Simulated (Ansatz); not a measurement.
## Mo8P9: geometry relaxation (part 1 of 3)

Mo8P9 (defect cell, 17 atoms in the cell), computed with DFT PBE, scalar-relativistic, plane waves, PAW, no spin polarisation (Ansatz 0.2.0).

The structure derives from an entry of the Crystallography Open Database. It belongs to a series of runs on one base structure; here: P interstitial, charge +0, atoms relaxed. Figures and captions count atoms from 1; the log counts them from 0 in places.

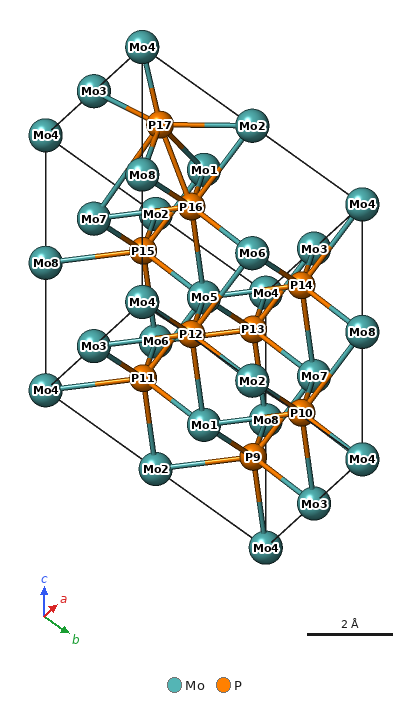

**Figure 1.** The input geometry (ball-and-stick view of the cell of the calculation, seen at an oblique angle; atoms are numbered from 1 in the order of the input). An atom can appear more than once, as a periodic image.

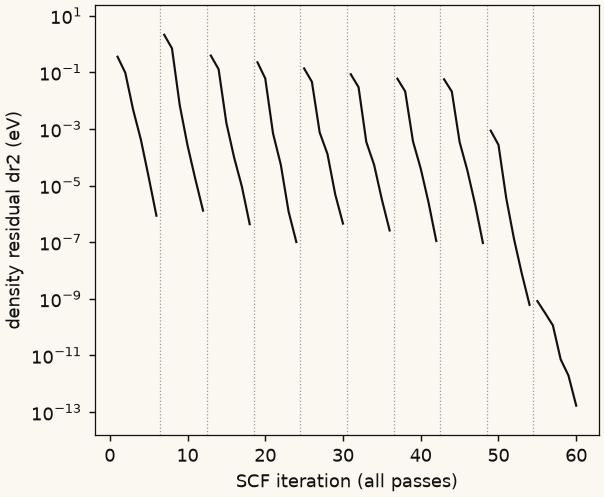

**Figure 2.** Convergence of the self-consistent field: density residual dr2 against the SCF iteration. The dotted lines part the SCF passes of the relaxation: geometry steps, rejected trials and re-solves on a re-selected basis. The 10 passes take 6 iterations each, 60 in all.

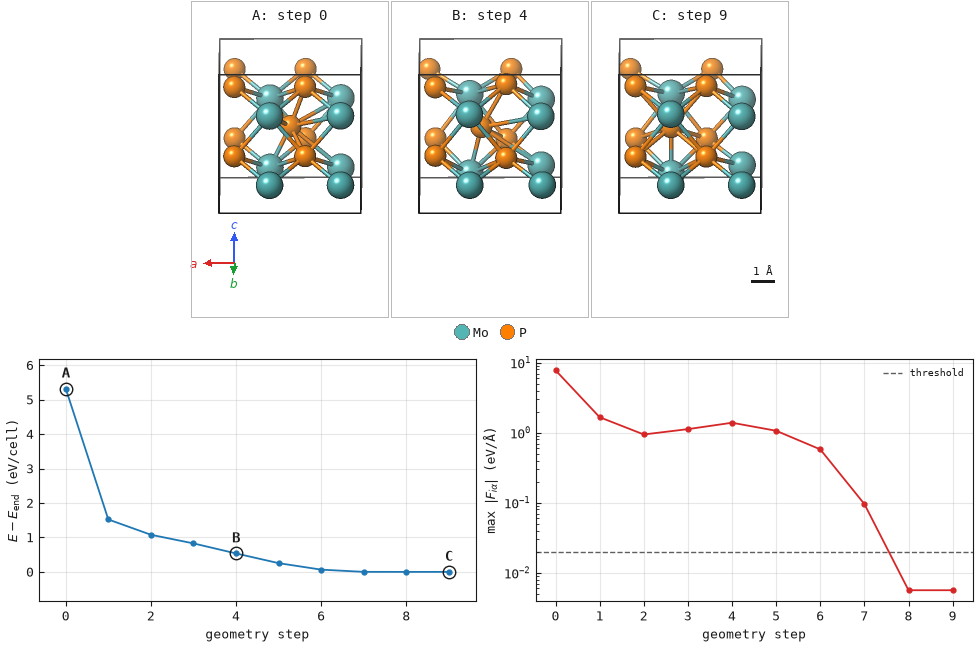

**Figure 3.** Frames of the relaxation (ball-and-stick view of the cell of the calculation (origin shifted), seen at an oblique angle) above the curves, on which the letters mark them (the first geometry is step 0 here and step 1 in the log).

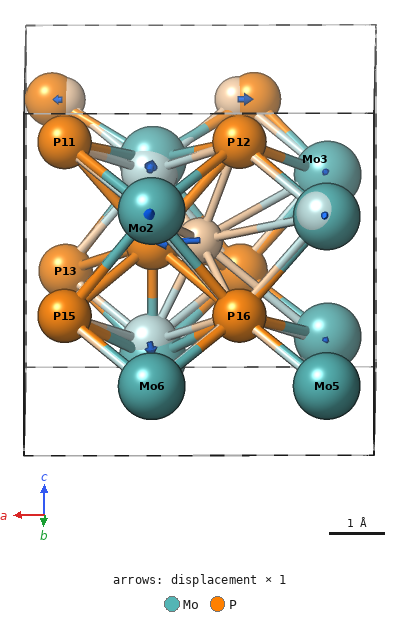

**Figure 4.** Start (faint) and end (solid) with the displacements as blue arrows, at true length (ball-and-stick view of the cell of the calculation (origin shifted), seen at an oblique angle). Over 9 geometry steps the energy falls by 5.320 eV per cell of the calculation. Largest force component: 7.8 eV/Å at the start, 0.0056 eV/Å at the end. The largest move is that of P17, 0.88 Å. Largest moves by element: P 0.88 Å, Mo 0.31 Å. The lattice vectors keep their values. Among the contacts that change: Mo3–P17 2.862 → 3.653 Å, P15–P17 3.221 → 2.484 Å, Mo7–P17 2.953 → 3.653 Å, P11–P17 3.138 → 2.484 Å. New bonds form: P15–P17 (3.22 → 2.48 Å). Among the angles that change: Mo2–P17–P14 174.1° → 140.0°, P12–P17–P14 114.1° → 83.1°, Mo4–P17–P16 169.9° → 140.0°. (Atoms are counted from 1 in the order of the input.)

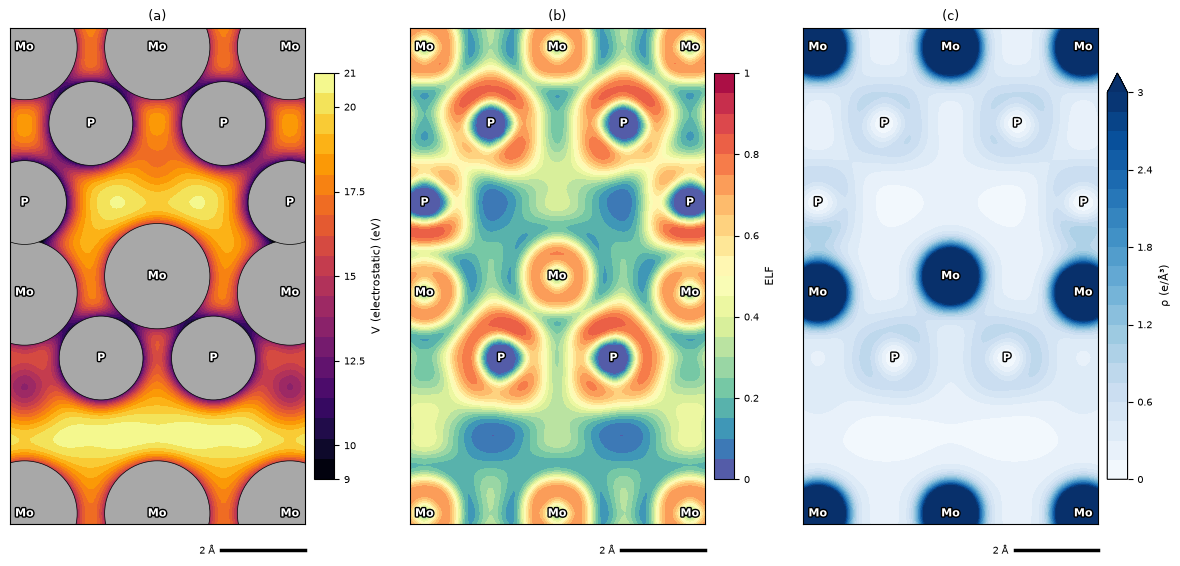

**Figure 5.** (a) electrostatic potential energy of an electron; (b) electron localisation function; (c) valence electron density on the (011) plane of the calculation cell. Grey discs, where drawn, cover atomic cores. The section cuts through Mo and P sites. Mo–P (2.17 Å): ρ is about 0.95 e/Å³ halfway; the ELF is about 0.50 at the midpoint. Mo–P (2.39 Å): ρ at the midpoint is about 0.62 e/Å³; the ELF is about 0.45 at the midpoint. Mo–P (2.44 Å): ρ is about 0.56 e/Å³ halfway; the ELF is about 0.45 at the midpoint. Away from the nuclei the density in this plane falls to 0.09 e/Å³ at its lowest. The strong features right at Mo lie inside the PAW spheres (semicore, d or f shells) and say nothing about bonding. Outside the cores the potential energy rises away from the atoms and is highest about 2.0 Å from the nearest atoms; outside the discs it spans about 11 eV, and its zero is arbitrary. The fields are those of the smooth PAW valence density.

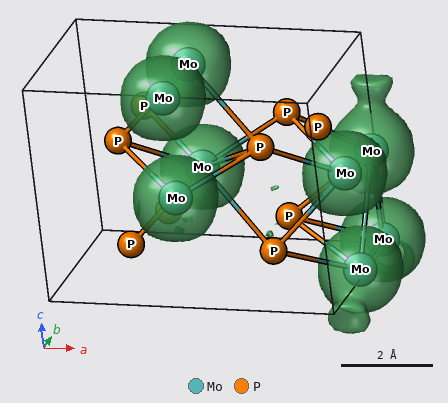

**Figure 6.** Isosurface of the valence electron density at 0.8 e/Å³ (green), seen slightly off an axis. Sticks mark near contacts. The outline is the calculation cell. At this value the density breaks into separate islands; it holds about 50 % of the electrons treated as valence (semicore included). It is pinched off along the Mo–Mo (2.73 Å), Mo–P (2.39 Å) and Mo–P (2.44 Å) contacts. On the grid the lowest density along these lines, outside the cores, is 0.94 e/Å³ (Mo–P, 2.17 Å), 0.39 e/Å³ (Mo–Mo, 2.73 Å), 0.61 e/Å³ (Mo–P, 2.39 Å) and 0.56 e/Å³ (Mo–P, 2.44 Å).

These pictures come from the run below.

The input:
```yaml
crystal:
  lattice:
    - [0.0, 0.0, -6.3904533199]
    - [6.482086214, 1.0e-10, 0.0]
    - [-3.241043107, -5.6136513309, 0.0]
  atoms:
    - { symbol: Mo, position: [0.5, 0.5, 0.0] }
    - { symbol: Mo, position: [0.0, 0.5, 0.0] }
    - { symbol: Mo, position: [0.5, 0.0, 0.0] }
    - { symbol: Mo, position: [0.0, 0.0, 0.0] }
    - { symbol: Mo, position: [0.5, 0.5, 0.5] }
    - { symbol: Mo, position: [0.0, 0.5, 0.5] }
    - { symbol: Mo, position: [0.5, 0.0, 0.5] }
    - { symbol: Mo, position: [0.0, 0.0, 0.5] }
    - { symbol: P, position: [0.25, 0.8333333333, 0.1666666667] }
    - { symbol: P, position: [0.75, 0.8333333333, 0.1666666667] }
    - { symbol: P, position: [0.25, 0.3333333333, 0.1666666667] }
    - { symbol: P, position: [0.75, 0.3333333333, 0.1666666667] }
    - { symbol: P, position: [0.25, 0.8333333333, 0.6666666667] }
    - { symbol: P, position: [0.75, 0.8333333333, 0.6666666667] }
    - { symbol: P, position: [0.25, 0.3333333333, 0.6666666667] }
    - { symbol: P, position: [0.75, 0.3333333333, 0.6666666667] }
    - { symbol: P, position: [0.8555107099, 0.1446332327, 0.8349226839] }
basis:
  ecutwfc: 420
  xc_grid: 2
kpoints:
  mp_grid: { grid: [4, 4, 4], shift: [0.0, 0.0, 0.0] }
hamiltonian:
  xc: pbe
scf:
  occupations: { method: gaussian, width: 0.1 }
output:
  forces: true
  stress: false
  eigenvalues: true
  write_density: true
  write_potential: true
  elf: true
  volumetric_format: npy
relax:
  adjacent_minimum: "off"
  f_tol: 0.02
  max_steps: 60
```

Run as:
```bash
ansatz run input.yaml --threads 4 --pin off --max-ram 10240MiB --backend cpu --events-out ev --progress --plain --runs-dir out
```

Log:
```
Engine: ansatz 0.2.0, x86_64-unknown-linux-gnu
Pseudopotentials: kind: paw
Pseudopotential: Mo, paw, valence charge 14, recommended cutoff 420 eV (normal), Mo.paw.azcp
Pseudopotential: P, paw, valence charge 5, recommended cutoff 420 eV (normal), P.paw.azcp
Functional definition: PBE
  parameter kappa = 0.804
  parameter beta = 0.06672455060314922
  exchange = pbe_x(kappa = kappa, mu = beta*pi^2/3)
  correlation = pbe_c(beta = beta)
Crystal: 17 atoms, lattice volume = 232.537 Å³
Basis set: ecut = 420 eV, 4545 PW (Γ), exchange–correlation on 90×90×90 points (8 copies of the dense FFT grid, shifted against one another)
Bands: 96, of which v1, the nominal top of the filled ones, is band 79 counted from 1 (78 counted from 0)
Symmetry: 1 space group operations
Space group: P1 (ITA 1), of the structure as read, at distance tolerance 6.1e-5 Å
k-points: 36 of 64 (time reversal used)
Non-local potential: Mo, projectors of the file, l = 0: 3, l = 1: 2, l = 2: 2, l = 3: 1
Non-local potential: P, projectors of the file, l = 0: 2, l = 1: 2, l = 2: 2
PAW form: soft (Blöchl's): semilocal exchange-correlation on the pseudo side does not see the compensation charge
PAW one-centre angular grid: Mo, 590 points (default); XC on 64 Gauss nodes
PAW one-centre angular grid: P, 110 points (default); XC on 64 Gauss nodes
Initial density: superposition of atomic densities (neutral atoms: chi_scale 0, normalization atom), corrected by the library's trained network
Initial wavefunctions: pseudopotential atomic-orbital guess
Functional: x = pbe(κ = 0.804, μ = 0.2195149727645171), c = pbe(β = 0.06672455060314922)
SCF iter   1: F=—  HF=-46449.701330 eV  |F-HF|=—  |Δ(HF+E_count)|=         —  Δρ=1.02e-2  dr2=3.55e-1  ethr=1.77e-3  ⟨swp⟩=7.1  Hψ=14396  notcnv=0
preconditioner: auto → Kerker (q_TF=auto, 2.555 Å⁻¹)  [metal: Δε(μ)=0.038 eV  Ē_g=7.175 eV  σ=0.100 eV  W_gap=0.21  n_scr=70 (ndim 8)  ℏωp=23.5 eV  f_vac=0.000  D(μ)=8.64/eV (n_scr^D=70)]
SCF iter   2: F=—  HF=-46449.689492 eV  |F-HF|=—  |Δ(HF+E_count)|=   1.18e-2  Δρ=5.64e-3  dr2=9.54e-2  ethr=2.26e-4  ⟨swp⟩=1.1  Hψ=4029  notcnv=0
SCF iter   3: F=—  HF=-46449.684810 eV  |F-HF|=—  |Δ(HF+E_count)|=   4.68e-3  Δρ=8.99e-4  dr2=4.81e-3  ethr=6.08e-5  ⟨swp⟩=2.4  Hψ=4285  notcnv=0
SCF iter   4: F=—  HF=-46449.684077 eV  |F-HF|=—  |Δ(HF+E_count)|=   7.33e-4  Δρ=2.74e-4  dr2=4.19e-4  ethr=3.06e-6  ⟨swp⟩=2.3  Hψ=4617  notcnv=0  defer=4
SCF iter   5: F=—  HF=-46449.684021 eV  |F-HF|=—  |Δ(HF+E_count)|=   5.66e-5  Δρ=7.39e-5  dr2=2.01e-5  ethr=2.67e-7  ⟨swp⟩=2.2  Hψ=4569  notcnv=0  defer=7
SCF iter   6: F=-46449.684018 eV  HF=-46449.684019 eV  |F-HF|=3.78e-7  |Δ(HF+E_count)|=   1.91e-6  Δρ=1.59e-5  dr2=8.60e-7  ethr=6.37e-9  ⟨swp⟩=17.0  Hψ=29411  notcnv=0
SCF 1 converged in 6 iterations: F = -46449.684018 eV  dr2 = 8.60e-7
  greatest PAW one-centre occupation: 0.998 electrons in one spin orbital (limit 2), on the Mo atom at site 3 (counted from 0), in its partial waves of l = 0
relax step   1: F+E_penalty+E_count = -46449.68401840 eV  Δ(F+E_penalty+E_count) = +0.000e0 eV  max|allowed force component| = 7.787e0 eV/Å  Δτ_max = 0.0000 Å  (6 SCF iters, dr2 threshold 1.00e-5 eV, accepted)
Initial density: handed on by an earlier stage of this run
Initial wavefunctions: those handed on with the density
iter 1 solved again at ethr=1.33e-3 eV; its pass at ethr=3.10e-3 eV (dr2=2.09e0 eV) is discarded
SCF iter   1: F=—  HF=-46453.871369 eV  |F-HF|=—  |Δ(HF+E_count)|=         —  Δρ=1.92e-2  dr2=2.11e0  ethr=1.33e-3  ⟨swp⟩=1.2  Hψ=13247  notcnv=0  defer=188
preconditioner: auto → Kerker (q_TF=auto, 2.555 Å⁻¹)  [metal: Δε(μ)=0.057 eV  Ē_g=7.120 eV  σ=0.100 eV  W_gap=0.31  n_scr=70 (ndim 8)  ℏωp=23.5 eV  f_vac=0.000  D(μ)=6.02/eV (n_scr^D=28)]
SCF iter   2: F=—  HF=-46453.612119 eV  |F-HF|=—  |Δ(HF+E_count)|=   2.59e-1  Δρ=1.08e-2  dr2=7.02e-1  ethr=1.33e-3  ⟨swp⟩=1.5  Hψ=3236  notcnv=0  defer=188
SCF iter   3: F=—  HF=-46453.484319 eV  |F-HF|=—  |Δ(HF+E_count)|=   1.28e-1  Δρ=1.35e-3  dr2=6.89e-3  ethr=4.47e-4  ⟨swp⟩=2.0  Hψ=5213  notcnv=0  defer=229
SCF iter   4: F=—  HF=-46453.482894 eV  |F-HF|=—  |Δ(HF+E_count)|=   1.42e-3  Δρ=2.90e-4  dr2=2.64e-4  ethr=4.39e-6  ⟨swp⟩=2.0  Hψ=5615  notcnv=0  defer=271
iter 5 did not close the SCF: its close was put off for the readings that it lacked (scf_convergence_deferred on its scf_iter line)
SCF iter   5: F=-46453.482860 eV  HF=-46453.482867 eV  |F-HF|=7.13e-6  |Δ(HF+E_count)|=   2.71e-5  Δρ=6.72e-5  dr2=1.71e-5  ethr=1.68e-7  ⟨swp⟩=2.0  Hψ=4325  notcnv=0  defer=271
SCF iter   6: F=-46453.482865 eV  HF=-46453.482866 eV  |F-HF|=4.31e-7  |Δ(HF+E_count)|=   1.16e-6  Δρ=1.88e-5  dr2=1.30e-6  ethr=1.09e-8  ⟨swp⟩=14.7  Hψ=27865  notcnv=0
SCF 2 converged in 6 iterations: F = -46453.482865 eV  dr2 = 1.30e-6
relax step   2: F+E_penalty+E_count = -46453.48286528 eV  Δ(F+E_penalty+E_count) = -3.799e0 eV  max|allowed force component| = 1.663e0 eV/Å  Δτ_max = 0.1980 Å  (6 SCF iters, dr2 threshold 1.00e-4 eV, accepted)
iter 1 solved again at ethr=2.48e-4 eV; its pass at ethr=3.10e-3 eV (dr2=3.89e-1 eV) is discarded
SCF iter   1: F=—  HF=-46454.014655 eV  |F-HF|=—  |Δ(HF+E_count)|=         —  Δρ=1.22e-2  dr2=3.89e-1  ethr=2.48e-4  ⟨swp⟩=1.1  Hψ=11713  notcnv=0  defer=219
preconditioner: auto → Kerker (q_TF=auto, 2.555 Å⁻¹)  [metal: Δε(μ)=0.058 eV  Ē_g=7.078 eV  σ=0.100 eV  W_gap=0.30  n_scr=70 (ndim 8)  ℏωp=23.5 eV  f_vac=0.000  D(μ)=5.16/eV (n_scr^D=28)]
SCF iter   2: F=—  HF=-46453.955160 eV  |F-HF|=—  |Δ(HF+E_count)|=   5.95e-2  Δρ=7.12e-3  dr2=1.28e-1  ethr=2.47e-4  ⟨swp⟩=1.1  Hψ=3190  notcnv=0  defer=219
SCF iter   3: F=—  HF=-46453.926922 eV  |F-HF|=—  |Δ(HF+E_count)|=   2.82e-2  Δρ=7.74e-4  dr2=1.61e-3  ethr=8.15e-5  ⟨swp⟩=2.0  Hψ=4859  notcnv=0  defer=219
SCF iter   4: F=—  HF=-46453.926468 eV  |F-HF|=—  |Δ(HF+E_count)|=   4.54e-4  Δρ=1.80e-4  dr2=9.67e-5  ethr=1.02e-6  ⟨swp⟩=2.1  Hψ=4901  notcnv=0  defer=264
iter 5 did not close the SCF: its close was put off for the readings that it lacked (scf_convergence_deferred on its scf_iter line)
SCF iter   5: F=-46453.926453 eV  HF=-46453.926458 eV  |F-HF|=5.07e-6  |Δ(HF+E_count)|=   9.53e-6  Δρ=4.47e-5  dr2=9.00e-6  ethr=6.16e-8  ⟨swp⟩=2.5  Hψ=5260  notcnv=0  defer=267
SCF iter   6: F=-46453.926457 eV  HF=-46453.926457 eV  |F-HF|=1.96e-7  |Δ(HF+E_count)|=   1.22e-6  Δρ=1.08e-5  dr2=4.32e-7  ethr=5.73e-9  ⟨swp⟩=14.6  Hψ=27798  notcnv=0
SCF 3 converged in 6 iterations: F = -46453.926457 eV  dr2 = 4.32e-7
relax step   3: F+E_penalty+E_count = -46453.92645680 eV  Δ(F+E_penalty+E_count) = -4.436e-1 eV  max|allowed force component| = 9.426e-1 eV/Å  Δτ_max = 0.1278 Å  (6 SCF iters, dr2 threshold 1.00e-4 eV, accepted)
SCF iter   1: F=—  HF=-46454.234289 eV  |F-HF|=—  |Δ(HF+E_count)|=         —  Δρ=8.12e-3  dr2=2.25e-1  ethr=1.33e-3  ⟨swp⟩=4.4  Hψ=8944  notcnv=0  defer=246
preconditioner: auto → Resta (q_TF=auto, 2.555 Å⁻¹)  ε∞=12.0  [insulator: Δε(μ)=0.140 eV  Ē_g=7.080 eV  σ=0.100 eV  W_gap=0.65  n_scr=70 (ndim 8)  ℏωp=23.5 eV  f_vac=0.000  D(μ)=5.22/eV (n_scr^D=28)  ε∞_Penn≈12.0]
SCF iter   2: F=—  HF=-46454.191840 eV  |F-HF|=—  |Δ(HF+E_count)|=   4.24e-2  Δρ=4.43e-3  dr2=6.07e-2  ethr=1.43e-4  ⟨swp⟩=1.3  Hψ=4030  notcnv=0  defer=246
SCF iter   3: F=—  HF=-46454.177635 eV  |F-HF|=—  |Δ(HF+E_count)|=   1.42e-2  Δρ=5.61e-4  dr2=6.93e-4  ethr=3.87e-5  ⟨swp⟩=2.0  Hψ=4868  notcnv=0  defer=246
SCF iter   4: F=—  HF=-46454.177330 eV  |F-HF|=—  |Δ(HF+E_count)|=   3.05e-4  Δρ=1.86e-4  dr2=5.47e-5  ethr=4.41e-7  ⟨swp⟩=2.0  Hψ=4500  notcnv=0  defer=246
iter 5 did not close the SCF: its close was put off for the readings that it lacked (scf_convergence_deferred on its scf_iter line)
SCF iter   5: F=-46454.177330 eV  HF=-46454.177330 eV  |F-HF|=3.97e-7  |Δ(HF+E_count)|=   2.41e-7  Δρ=2.34e-5  dr2=1.21e-6  ethr=3.49e-8  ⟨swp⟩=2.1  Hψ=4674  notcnv=0  defer=246
SCF iter   6: F=-46454.177330 eV  HF=-46454.177330 eV  |F-HF|=4.49e-8  |Δ(HF+E_count)|=   3.85e-8  Δρ=6.05e-6  dr2=1.01e-7  ethr=7.70e-10  ⟨swp⟩=13.9  Hψ=26014  notcnv=0
SCF 4 converged in 6 iterations: F = -46454.177330 eV  dr2 = 1.01e-7
relax step   4: F+E_penalty+E_count = -46454.17732991 eV  Δ(F+E_penalty+E_count) = -2.509e-1 eV  max|allowed force component| = 1.124e0 eV/Å  Δτ_max = 0.2000 Å  (6 SCF iters, dr2 threshold 5.55e-5 eV, accepted)
```
